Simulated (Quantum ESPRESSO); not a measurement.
**Energy of AgBr along an even scaling of the cell**

System: AgBr (Fm-3m, 2 atoms in the cell).
Method: Kohn-Sham DFT of a periodic cell, rev-vdW-DF2, PseudoDojo 0.4.1 SR PBE standard, no spin polarisation (Quantum ESPRESSO 7.5).

The 7 runs differ only in the geometry, by an even scaling of the cell at fixed fractional positions. The structure derives from an entry of the Crystallography Open Database.

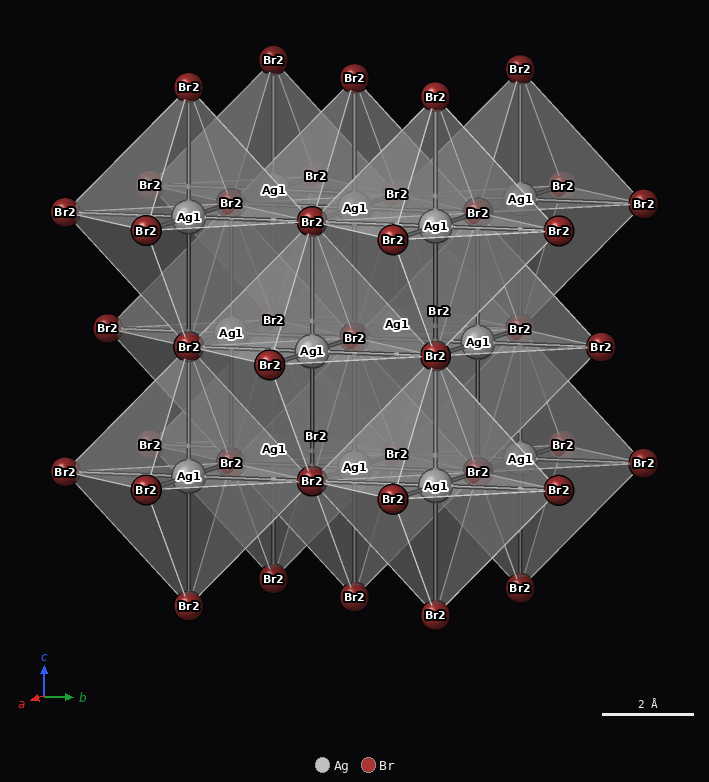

Figure 1. The structure of run 4 (polyhedral view of the cell 4 times as large as that of the calculation, set on its symmetry axes, seen slightly off an axis; polyhedra are completed across the faces of the cell; atoms are numbered from 1 in the order of the input).

### Input of run 4
```
&CONTROL
  calculation = 'scf'
  prefix = 'pwscf'
  outdir = './tmp'
  pseudo_dir = './pseudo'
  tprnfor = .true.
  tstress = .true.
  disk_io = 'nowf'
/
&SYSTEM
  ibrav = 0
  nat = 2
  ntyp = 2
  ecutwfc = 82
  nbnd = 20
  input_dft = 'vdw-df2-b86r'
  occupations = 'smearing'
  smearing = 'fd'
  degauss = 0.00367493
/
&ELECTRONS
  conv_thr = 4d-10
  electron_maxstep = 120
  mixing_beta = 0.5
/
ATOMIC_SPECIES
Ag   107.8682 Ag.upf
Br    79.9040 Br.upf
CELL_PARAMETERS angstrom
   0.0000000000    2.8701500000    2.8701500000
   2.8701500000    0.0000000000    2.8701500000
   2.8701500000    2.8701500000    0.0000000000
ATOMIC_POSITIONS crystal
Ag     0.0000000000    0.0000000000    0.0000000000
Br     0.5000000000    0.5000000000    0.5000000000
K_POINTS automatic
8 8 8 0 0 0
```

Command:
```bash
OMP_NUM_THREADS=1 pw.x -in pw.in > pw.out
```

Run 3 differs from it as follows:
```diff
-   0.0000000000    2.8701500000    2.8701500000
-   2.8701500000    0.0000000000    2.8701500000
-   2.8701500000    2.8701500000    0.0000000000
+   0.0000000000    2.8508866679    2.8508866679
+   2.8508866679    0.0000000000    2.8508866679
+   2.8508866679    2.8508866679    0.0000000000
```

### Results, with one run withheld

```tsv
run	volume per atom (Å³)	free energy per atom, from the lowest run given (meV)	pressure (GPa)	gap on the mesh (eV)
1	22.225	20.19	4.05	0.61
2	22.698	10.01	2.72	0.61
3	23.171	?	?	?
4	23.644	0.33	0.51	0.61
5	24.116	0.00	−0.41	0.61
6	24.589	2.21	−1.21	0.61
7	25.062	6.66	−1.92	0.62
```

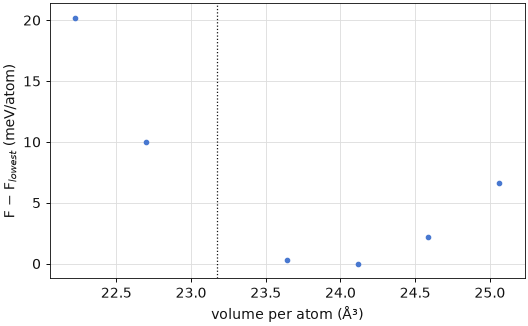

Figure 2. Free energy per atom of the runs given; the dotted line marks run 3.

What should run 3 give?

A cubic polynomial in V^(−2/3) (the Birch–Murnaghan form), fitted to the 6 runs given, misses them by under 0.01 meV per atom. With x = V^(−2/3) − 0.12124 Å⁻², it reads F = 0.18211 + 891.86 x + 5.3672e+05 x² + 3.0039e+06 x³ (meV per atom). At run 3 it gives 3.54 meV per atom, and the run itself gives 3.54. The slope of the fit gives a pressure −dF/dV of 1.62 GPa there, and the run prints 1.55 GPa. The two needn't agree exactly: the fit is approximate, and the printed stress is taken on a finite basis. The fit has its minimum at 23.936 Å³ per atom, where V d²F/dV² gives 45.6 GPa: the bulk modulus at this level, since symmetry fixes the shape and the positions.

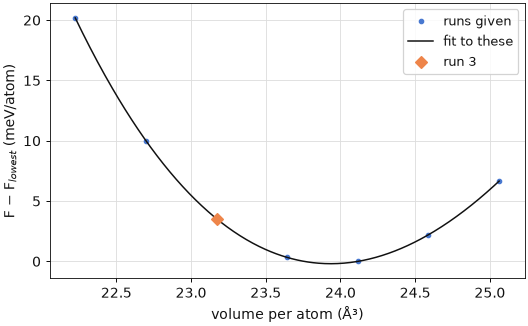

Figure 3. The fit and the withheld run.

### Some lines of the output (run 3)
```
[...]
     unit-cell volume          =     312.7278 (a.u.)^3
     number of k points=    29  Fermi-Dirac smearing, width (Ry)=  0.0037
     total energy              =    -341.48599446 Ry
     total energy              =    -341.49511368 Ry
     total energy              =    -341.49627476 Ry
     total energy              =    -341.49629505 Ry
     total energy              =    -341.49629734 Ry
     total energy              =    -341.49629744 Ry
     total energy              =    -341.49629745 Ry
     the Fermi energy is     8.8482 ev
!    total energy              =    -341.49629745 Ry
     The total energy is F=E-TS. E is the sum of the following terms:
     Computing stress (Cartesian axis) and pressure
          total   stress  (Ry/bohr**3)                   (kbar)     P=       15.47
```

Notes: The record of the run, not the program, notes: potentials made for another functional. Points of doubt noted for this run: potentials made for another functional.
